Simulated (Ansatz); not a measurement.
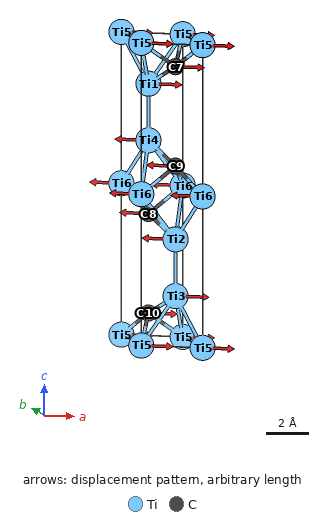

The lowest optical mode of crystalline Ti3C2, space group P6₃/mmc (No. 194), at the zone centre. Displacements are drawn as red arrows; their common scale and sign are arbitrary. The picture is a ball-and-stick view of the cell of the calculation, seen slightly off an axis.

Level of theory: DFT PBEsol, scalar-relativistic, plane waves, PAW (Ansatz 0.2.0). (plane-wave cutoff 420 eV; k-point mesh 12 × 12 × 4; occupations fermi dirac; smearing width 0.15 eV; no spin polarisation)

The frequencies depend somewhat on the k-mesh and the smearing.

**Is the structure stable against all modes at this point?**

No. This is the E₂u mode (doubly degenerate; one member of the set is drawn) at 43i cm⁻¹, the lowest optical level, silent by symmetry (neither infrared- nor Raman-active). All motion is along a; atoms of one kind move against one another, with no net shift of any sublattice; it mainly bends the Ti–Ti, C–Ti bonds; the kinetic energy is shared as Ti 86 %, C 14 %. The frequency is imaginary, so the structure is unstable against this distortion. Freezing in the drawn pattern lowers the space group from P6₃/mmc to C222₁ (No. 20).
